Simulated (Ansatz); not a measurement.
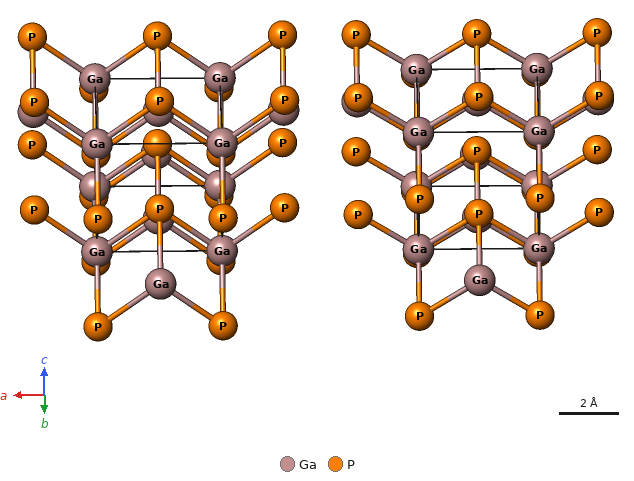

Two geometries of a crystal of GaP (a generated structure, set up in P4/nmm) (coarse preliminary run), drawn at one scale. One is the start of a relaxation, the other its converged end. Style: ball-and-stick. Shown: the cell of the calculation, from a free direction.

Method: DFT PBE, scalar-relativistic, plane waves, PAW (Ansatz 0.2.0). Set-up: plane-wave cutoff 420 eV; k-point mesh 6 × 6 × 6; occupations gaussian; smearing width 0.1 eV; no spin polarisation; cell and atoms relaxed; force threshold 0.05 eV/Å; at most 60 steps.

Q: Which one is relaxed?

A: The right one is the relaxed one. Case: Bi → P, In → Ga on all its sites, cell and atoms relaxed. Over 5 accepted moves (6 points after the start) the energy falls by 183 meV per atom. Largest force component: 1.6 eV/Å at the start, 0.00096 eV/Å at the end. Pressure: −6.62 GPa at the start and 0.28 GPa at the end. The SCF was repeated once at an unchanged geometry on a basis and grid sized afresh for the cell, which shifted the energy by 0.4 meV per atom at most. The largest moves relative to the cell, 0.43 Å, are those of P atoms. Ga stays in place. The volume changes by +0.9 %, with a = b 4.252 → 4.097 Å (−3.6 %), c 4.286 → 4.658 Å (+8.7 %). Among the contacts that change: Ga–P 2.715 → 2.486 Å. Bond angles that change, for instance: P–Ga–P 103.1° → 111.0°, Ga–P–Ga 103.1° → 111.0°, P–Ga–P 112.8° → 108.7°. The space group stays P4/nmm (No. 129).
